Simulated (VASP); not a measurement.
MoS₂: geometry relaxation (part 3 of 3)

The same run, continued: MoS₂ (6 atoms in the cell); Kohn-Sham DFT of a periodic cell, PBE with D3(BJ), VASP PAW PBE potentials, recommended, no spin polarisation (VASP 6.6.1); cutoff 600 eV, 12×12×3 k-mesh, Gaussian smearing of 0.03 eV. The structure derives from an entry of the Crystallography Open Database.

Geometry of the input (Å; fractional positions):
```
3.1690  0.0000  0.0000
-1.5845  2.7444  0.0000
0.0000  0.0000  12.3240
Mo 0.3333  0.6667  0.2500
Mo 0.6667  0.3333  0.7500
S  0.3333  0.6667  0.6230
S  0.6667  0.3333  0.1230
S  0.3333  0.6667  0.8770
S  0.6667  0.3333  0.3770
```

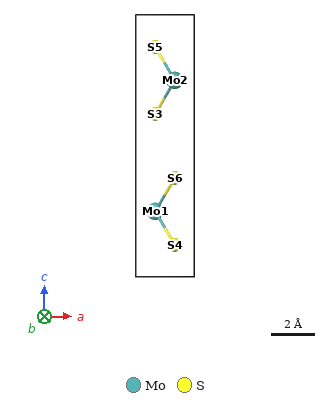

*The geometry at step 5 of the log (ball-and-stick view of the cell of the calculation, along the b axis; atoms are numbered from 1 in the order of the input).*

Parts of OUTCAR, continued:
```
 VOLUME and BASIS-vectors are now :
 -----------------------------------------------------------------------------
  energy-cutoff  :      600.00
  volume of cell :      104.15
      direct lattice vectors                 reciprocal lattice vectors
     3.153729164  0.000000000 -0.000000000     0.317084933  0.183069071 -0.000000000
    -1.576864582  2.731209573  0.000000000    -0.000000000  0.366138143 -0.000000000
     0.000000000  0.000000000 12.091991408     0.000000000 -0.000000000  0.082699364

 POSITION                                       TOTAL-FORCE (eV/Angst)
 -----------------------------------------------------------------------------------
     -0.00000      1.82081      3.02300        -0.000000      0.000000      0.000000
      1.57686      0.91040      9.06899         0.000000     -0.000000      0.000000
     -0.00000      1.82081      7.49836         0.000000      0.000000      0.135918
      1.57686      0.91040      1.45237         0.000000      0.000000      0.135918
     -0.00000      1.82081     10.63963        -0.000000     -0.000000     -0.135918
      1.57686      0.91040      4.59363        -0.000000     -0.000000     -0.135918
 -----------------------------------------------------------------------------------
    total drift:                               -0.000000      0.000000     -0.000000

  FREE ENERGIE OF THE ION-ELECTRON SYSTEM (eV)
  ---------------------------------------------------
  free  energy   TOTEN  =       -46.1706680032 eV

  energy  without entropy=      -46.1706680032  energy(sigma->0) =      -46.17066800

--------------------------------------- Ionic step       11  -------------------------------------------

 number of electron      51.9999995 magnetization

 Free energy of the ion-electron system (eV)
  ---------------------------------------------------
  ext. energy  EPLUGINS =         0.00000000
  ---------------------------------------------------
  free energy    TOTEN  =       -43.54675975 eV

  energy without entropy =      -43.54675975  energy(sigma->0) =      -43.54675975

 E-fermi :   8.1200     XC(G=0): -11.0163     alpha+bet :-13.9074

 val. band max:        7.9540423699   @ k =   0.0000   0.0000   0.0000
 cond. band min:       8.7544225341   @ k =   0.1667   0.1667   0.0000
 fundamental gap:      0.8003801642
 Fermi energy:         8.1199746700

 k-point     1 :       0.0000    0.0000    0.0000
  band No.  band energies     occupation
      1     -53.5849      2.00000
      2     -53.5849      2.00000
      3     -27.7499      2.00000
      4     -27.7498      2.00000
      5     -27.5079      2.00000
      6     -27.5079      2.00000
      7     -27.5078      2.00000
      8     -27.5078      2.00000
      9      -7.1648      2.00000
     10      -6.8166      2.00000
     11      -5.9702      2.00000
     12      -5.4060      2.00000
     13       0.8692      2.00000
     14       2.0729      2.00000
     15       4.2572      2.00000
     16       4.6347      2.00000
     17       4.6347      2.00000
     18       4.6518      2.00000
     19       4.6518      2.00000
     20       5.7409      2.00000
     21       5.7409      2.00000
     22       5.8021      2.00000
     23       5.8021      2.00000
     24       6.6799      2.00000
     25       6.8455      2.00000
     26       7.9540      2.00000
     27      10.0476      0.00000
     28      10.0476      0.00000
     29      10.0833      0.00000
     30      10.0833      0.00000
     31      10.1884      0.00000

 k-point     2 :       0.0833    0.0000    0.0000
  band No.  band energies     occupation
      1     -53.5820      2.00000
      2     -53.5820      2.00000
      3     -27.7443      2.00000
      4     -27.7442      2.00000
      5     -27.5364      2.00000
      6     -27.5364      2.00000
      7     -27.5143      2.00000
      8     -27.5143      2.00000
      9      -7.0566      2.00000
     10      -6.7103      2.00000
     11      -5.9169      2.00000
     12      -5.3690      2.00000
     13       0.9930      2.00000
     14       2.1932      2.00000
     15       4.0586      2.00000
     16       4.3913      2.00000
     17       4.4195      2.00000
     18       4.7425      2.00000
     19       4.7668      2.00000
     20       5.3565      2.00000
     21       5.5672      2.00000
     22       5.6346      2.00000
     23       5.8683      2.00000
     24       6.6958      2.00000
     25       6.9583      2.00000
     26       7.7270      2.00000
     27       9.9396      0.00000
     28       9.9818      0.00000
     29      10.0412      0.00000
     30      10.0550      0.00000
     31      10.1314      0.00000

 k-point     3 :       0.1667   -0.0000    0.0000
  band No.  band energies     occupation
      1     -53.5741      2.00000
      2     -53.5741      2.00000
      3     -27.7289      2.00000
      4     -27.7288      2.00000
      5     -27.6138      2.00000
      6     -27.6138      2.00000
      7     -27.5320      2.00000
      8     -27.5319      2.00000
      9      -6.7471      2.00000
     10      -6.4089      2.00000
     11      -5.7643      2.00000
     12      -5.2646      2.00000
     13       1.3164      2.00000
     14       2.4772      2.00000
     15       3.6234      2.00000
     16       3.8194      2.00000
     17       3.9053      2.00000
     18       4.6299      2.00000
     19       5.0416      2.00000
     20       5.0869      2.00000
     21       5.1608      2.00000
     22       5.2402      2.00000
     23       5.8358      2.00000
     24       6.6665      2.00000
     25       6.7856      2.00000
     26       7.1144      2.00000
     27       9.4251      0.00000
     28       9.7639      0.00000
     29       9.8235      0.00000
     30      10.0239      0.00000
     31      10.0450      0.00000

 k-point     4 :       0.2500   -0.0000    0.0000
  band No.  band energies     occupation
      1     -53.5633      2.00000
      2     -53.5633      2.00000
      3     -27.7180      2.00000
      4     -27.7180      2.00000
      5     -27.7079      2.00000
      6     -27.7078      2.00000
      7     -27.5559      2.00000
      8     -27.5559      2.00000
      9      -6.2828      2.00000
     10      -5.9662      2.00000
     11      -5.5358      2.00000
     12      -5.1144      2.00000
     13       1.6457      2.00000
     14       2.5311      2.00000
     15       3.1179      2.00000
     16       3.2314      2.00000
     17       3.6064      2.00000
     18       3.8396      2.00000
     19       4.7084      2.00000
     20       4.7985      2.00000
     21       5.4520      2.00000
     22       5.5382      2.00000
     23       5.5621      2.00000
     24       6.3059      2.00000
     25       6.3648      2.00000
     26       6.5126      2.00000
     27       9.1184      0.00000
     28       9.5073      0.00000
     29       9.7743      0.00000
     30      10.0226      0.00000
     31      10.0324      0.00000

 k-point     5 :       0.3333   -0.0000    0.0000
  band No.  band energies     occupation
      1     -53.5525      2.00000
      2     -53.5525      2.00000
      3     -27.8205      2.00000
      4     -27.8205      2.00000
      5     -27.6867      2.00000
      6     -27.6867      2.00000
      7     -27.5798      2.00000
      8     -27.5798      2.00000
      9      -5.7482      2.00000
     10      -5.4774      2.00000
     11      -5.2743      2.00000
     12      -4.9576      2.00000
     13       1.6125      2.00000
     14       2.0973      2.00000
     15       2.6246      2.00000
     16       2.9054      2.00000
     17       3.1091      2.00000
     18       3.6537      2.00000
     19       4.3295      2.00000
     20       4.4270      2.00000
     21       5.2624      2.00000
     22       5.8426      2.00000
     23       5.8472      2.00000
     24       5.9954      2.00000
     25       6.0450      2.00000
     26       6.3531      2.00000
     27       9.3028      0.00000
     28       9.4218      0.00000
     29       9.6182      0.00000
     30      10.0876      0.00000
     31      10.4075      0.00000

 [... the levels of 18 k-points are left out ...]

 k-point    24 :       0.3333   -0.0000    0.3333
  band No.  band energies     occupation
      1     -53.5525      2.00000
      2     -53.5525      2.00000
      3     -27.8205      2.00000
      4     -27.8205      2.00000
      5     -27.6867      2.00000
      6     -27.6867      2.00000
      7     -27.5798      2.00000
      8     -27.5798      2.00000
      9      -5.7043      2.00000
     10      -5.5856      2.00000
     11      -5.1547      2.00000
     12      -5.0131      2.00000
     13       1.7087      2.00000
     14       1.9424      2.00000
     15       2.6721      2.00000
     16       2.7861      2.00000
     17       3.3367      2.00000
     18       3.5786      2.00000
     19       4.3523      2.00000
     20       4.4009      2.00000
     21       5.3470      2.00000
     22       5.6016      2.00000
     23       5.8826      2.00000
     24       5.9588      2.00000
     25       6.2013      2.00000
     26       6.3173      2.00000
     27       9.4633      0.00000
     28       9.4675      0.00000
     29       9.5602      0.00000
     30       9.8174      0.00000
     31      10.7021      0.00000

 [... further k-points ...]

------------------------ aborting loop because EDIFF is reached ----------------------------------------

 Edisp (eV)   -2.62633

 E8    (eV) :    -1.0590

  FORCE on cell =-STRESS in cart. coord.  units (eV):
  Direction    XX          YY          ZZ          XY          YZ          ZX
  --------------------------------------------------------------------------------------
  -------------------------------------------------------------------------------------
  Total      -0.00575    -0.00575    -0.00721     0.00000     0.00000     0.00000
  in kB      -0.08878    -0.08878    -0.11131     0.00000     0.00000     0.00000
  external pressure =       -0.10 kB  Pullay stress =        0.00 kB

 VOLUME and BASIS-vectors are now :
 -----------------------------------------------------------------------------
  energy-cutoff  :      600.00
  volume of cell :      103.80
      direct lattice vectors                 reciprocal lattice vectors
     3.148781185  0.000000000 -0.000000000     0.317583198  0.183356745 -0.000000000
    -1.574390592  2.726924497  0.000000000    -0.000000000  0.366713490 -0.000000000
     0.000000000  0.000000000 12.088517162     0.000000000  0.000000000  0.082723132

 POSITION                                       TOTAL-FORCE (eV/Angst)
 -----------------------------------------------------------------------------------
     -0.00000      1.81795      3.02213         0.000000      0.000000      0.000000
      1.57439      0.90897      9.06639        -0.000000     -0.000000      0.000000
     -0.00000      1.81795      7.50123        -0.000000     -0.000000     -0.001462
      1.57439      0.90897      1.45697        -0.000000     -0.000000     -0.001462
     -0.00000      1.81795     10.63154         0.000000      0.000000      0.001462
      1.57439      0.90897      4.58729         0.000000      0.000000      0.001462
 -----------------------------------------------------------------------------------
    total drift:                               -0.000000      0.000000     -0.000000

  FREE ENERGIE OF THE ION-ELECTRON SYSTEM (eV)
  ---------------------------------------------------
  free  energy   TOTEN  =       -46.1730896562 eV

  energy  without entropy=      -46.1730896562  energy(sigma->0) =      -46.17308966

 reached required accuracy - stopping structural energy minimisation
```

CONTCAR:
```
MoS2
   1.00000000000000
     3.1487811846927292    0.0000000000000000   -0.0000000000000000
    -1.5743905923463646    2.7269244969093416    0.0000000000000000
     0.0000000000000000    0.0000000000000000   12.0885171618262444
  Mo              S
     2     4
Direct
     0.3333333332999970    0.6666666667000030    0.2500000000000000
     0.6666666667000030    0.3333333332999970    0.7500000000000000
     0.3333333332999970    0.6666666667000030    0.6205253139512723
     0.6666666667000030    0.3333333332999970    0.1205253139512724
     0.3333333332999970    0.6666666667000030    0.8794746860487277
     0.6666666667000030    0.3333333332999970    0.3794746860487276

  0.00000000E+00  0.00000000E+00  0.00000000E+00
  0.00000000E+00  0.00000000E+00  0.00000000E+00
  0.00000000E+00  0.00000000E+00  0.00000000E+00
  0.00000000E+00  0.00000000E+00  0.00000000E+00
  0.00000000E+00  0.00000000E+00  0.00000000E+00
  0.00000000E+00  0.00000000E+00  0.00000000E+00
```

Trajectory as extended XYZ (Å, eV, eV/Å), 11 frames, from step=0 to step=10:
```
6
Lattice="3.1690 0.0000 0.0000 -1.5845 2.7444 0.0000 0.0000 0.0000 12.3240" Properties=species:S:1:pos:R:3:forces:R:3 step=0 energy=-46.15615
Mo    0.0000    1.8296    3.0810    0.0000   0.0000   0.0000
Mo    1.5845    0.9148    9.2430    0.0000   0.0000   0.0000
S     0.0000    1.8296    7.6779    0.0000   0.0000   0.0753
S     1.5845    0.9148    1.5159    0.0000   0.0000   0.0753
S     0.0000    1.8296   10.8081    0.0000   0.0000  -0.0753
S     1.5845    0.9148    4.6461    0.0000   0.0000  -0.0753
6
Lattice="3.1320 0.0000 0.0000 -1.5660 2.7124 0.0000 0.0000 -0.0000 12.2043" Properties=species:S:1:pos:R:3:forces:R:3 step=1 energy=-46.13981
Mo    0.0000    1.8082    3.0511    0.0000   0.0000   0.0000
Mo    1.5660    0.9041    9.1532    0.0000   0.0000   0.0000
S     0.0000    1.8082    7.6069    0.0000   0.0000  -0.5260
S     1.5660    0.9041    1.5047    0.0000   0.0000  -0.5260
S     0.0000    1.8082   10.6995    0.0000   0.0000   0.5260
S     1.5660    0.9041    4.5974    0.0000   0.0000   0.5260
6
Lattice="3.1551 0.0000 0.0000 -1.5776 2.7324 0.0000 0.0000 -0.0000 12.2791" Properties=species:S:1:pos:R:3:forces:R:3 step=2 energy=-46.16500
Mo    0.0000    1.8216    3.0698    0.0000   0.0000   0.0000
Mo    1.5776    0.9108    9.2093    0.0000   0.0000   0.0000
S     0.0000    1.8216    7.6512    0.0000   0.0000  -0.1417
S     1.5776    0.9108    1.5117    0.0000   0.0000  -0.1417
S     0.0000    1.8216   10.7674    0.0000   0.0000   0.1417
S     1.5776    0.9108    4.6279    0.0000   0.0000   0.1417
6
Lattice="3.1479 -0.0000 0.0000 -1.5740 2.7262 0.0000 -0.0000 0.0000 12.2867" Properties=species:S:1:pos:R:3:forces:R:3 step=3 energy=-46.16753
Mo    0.0000    1.8174    3.0717    0.0000   0.0000   0.0000
Mo    1.5740    0.9087    9.2150    0.0000   0.0000   0.0000
S     0.0000    1.8174    7.6503    0.0000   0.0000  -0.0580
S     1.5740    0.9087    1.5069    0.0000   0.0000  -0.0580
S     0.0000    1.8174   10.7798    0.0000   0.0000   0.0580
S     1.5740    0.9087    4.6364    0.0000   0.0000   0.0580
6
Lattice="3.1461 -0.0000 0.0000 -1.5730 2.7246 0.0000 -0.0000 0.0000 12.2886" Properties=species:S:1:pos:R:3:forces:R:3 step=4 energy=-46.16765
Mo    0.0000    1.8164    3.0722    0.0000   0.0000   0.0000
Mo    1.5730    0.9082    9.2165    0.0000   0.0000   0.0000
S     0.0000    1.8164    7.6500    0.0000   0.0000  -0.0366
S     1.5730    0.9082    1.5057    0.0000   0.0000  -0.0366
S     0.0000    1.8164   10.7829    0.0000   0.0000   0.0366
S     1.5730    0.9082    4.6386    0.0000   0.0000   0.0366
6
Lattice="3.1463 -0.0000 -0.0000 -1.5732 2.7248 0.0000 0.0000 0.0000 12.2566" Properties=species:S:1:pos:R:3:forces:R:3 step=5 energy=-46.16912
Mo    0.0000    1.8165    3.0642    0.0000   0.0000   0.0000
Mo    1.5732    0.9083    9.1925    0.0000   0.0000   0.0000
S     0.0000    1.8165    7.6263    0.0000   0.0000  -0.0355
S     1.5732    0.9083    1.4980    0.0000   0.0000  -0.0355
S     0.0000    1.8165   10.7586    0.0000   0.0000   0.0355
S     1.5732    0.9083    4.6303    0.0000   0.0000   0.0355
6
Lattice="3.1471 0.0000 -0.0000 -1.5736 2.7255 0.0000 0.0000 0.0000 12.1605" Properties=species:S:1:pos:R:3:forces:R:3 step=6 energy=-46.17219
Mo    0.0000    1.8170    3.0401    0.0000   0.0000   0.0000
Mo    1.5736    0.9085    9.1204    0.0000   0.0000   0.0000
S     0.0000    1.8170    7.5553    0.0000   0.0000  -0.0313
S     1.5736    0.9085    1.4750    0.0000   0.0000  -0.0313
S     0.0000    1.8170   10.6854    0.0000   0.0000   0.0313
S     1.5736    0.9085    4.6052    0.0000   0.0000   0.0313
6
Lattice="3.1487 0.0000 -0.0000 -1.5744 2.7269 -0.0000 0.0000 -0.0000 11.9683" Properties=species:S:1:pos:R:3:forces:R:3 step=7 energy=-46.17107
Mo    0.0000    1.8179    2.9921    0.0000   0.0000   0.0000
Mo    1.5744    0.9090    8.9762    0.0000   0.0000   0.0000
S     0.0000    1.8179    7.4136    0.0000   0.0000  -0.0206
S     1.5744    0.9090    1.4295    0.0000   0.0000  -0.0206
S     0.0000    1.8179   10.5388    0.0000   0.0000   0.0206
S     1.5744    0.9090    4.5547    0.0000   0.0000   0.0206
6
Lattice="3.1477 0.0000 -0.0000 -1.5739 2.7260 -0.0000 0.0000 0.0000 12.0878" Properties=species:S:1:pos:R:3:forces:R:3 step=8 energy=-46.17298
Mo    0.0000    1.8173    3.0219    0.0000   0.0000   0.0000
Mo    1.5739    0.9087    9.0658    0.0000   0.0000   0.0000
S     0.0000    1.8173    7.5018    0.0000   0.0000  -0.0313
S     1.5739    0.9087    1.4580    0.0000   0.0000  -0.0313
S     0.0000    1.8173   10.6298    0.0000   0.0000   0.0313
S     1.5739    0.9087    4.5859    0.0000   0.0000   0.0313
6
Lattice="3.1537 0.0000 -0.0000 -1.5769 2.7312 0.0000 0.0000 0.0000 12.0920" Properties=species:S:1:pos:R:3:forces:R:3 step=9 energy=-46.17067
Mo    0.0000    1.8208    3.0230    0.0000   0.0000   0.0000
Mo    1.5769    0.9104    9.0690    0.0000   0.0000   0.0000
S     0.0000    1.8208    7.4984    0.0000   0.0000   0.1359
S     1.5769    0.9104    1.4524    0.0000   0.0000   0.1359
S     0.0000    1.8208   10.6396    0.0000   0.0000  -0.1359
S     1.5769    0.9104    4.5936    0.0000   0.0000  -0.1359
6
Lattice="3.1488 0.0000 -0.0000 -1.5744 2.7269 0.0000 0.0000 0.0000 12.0885" Properties=species:S:1:pos:R:3:forces:R:3 step=10 energy=-46.17309
Mo    0.0000    1.8179    3.0221    0.0000   0.0000   0.0000
Mo    1.5744    0.9090    9.0664    0.0000   0.0000   0.0000
S     0.0000    1.8179    7.5012    0.0000   0.0000  -0.0015
S     1.5744    0.9090    1.4570    0.0000   0.0000  -0.0015
S     0.0000    1.8179   10.6315    0.0000   0.0000   0.0015
S     1.5744    0.9090    4.5873    0.0000   0.0000   0.0015
```

Summary:

- outcome: converged
- space group (tolerance 0.01 Å): P6₃/mmc (194)
- electrons treated: 52
- free energy: −46.1731 eV
- dispersion energy: −2.6263 eV
- Fermi energy: 8.120 eV
- gap on the k-point mesh: 0.80 eV
- pressure: −0.01 GPa
- final volume: 103.80 Å³
- largest force (length of the vector) at the end: 0.001 eV/Å
- final cell: a = 3.149 Å, b = 3.149 Å, c = 12.089 Å, α = 90.00°, β = 90.00°, γ = 120.00°
- hardware: 2 threads of Intel Xeon (Granite Rapids), 160 GiB of memory available, shared host
- wall time: 5.3 min (CPU time 11 min)
- peak memory: 0.34 GiB
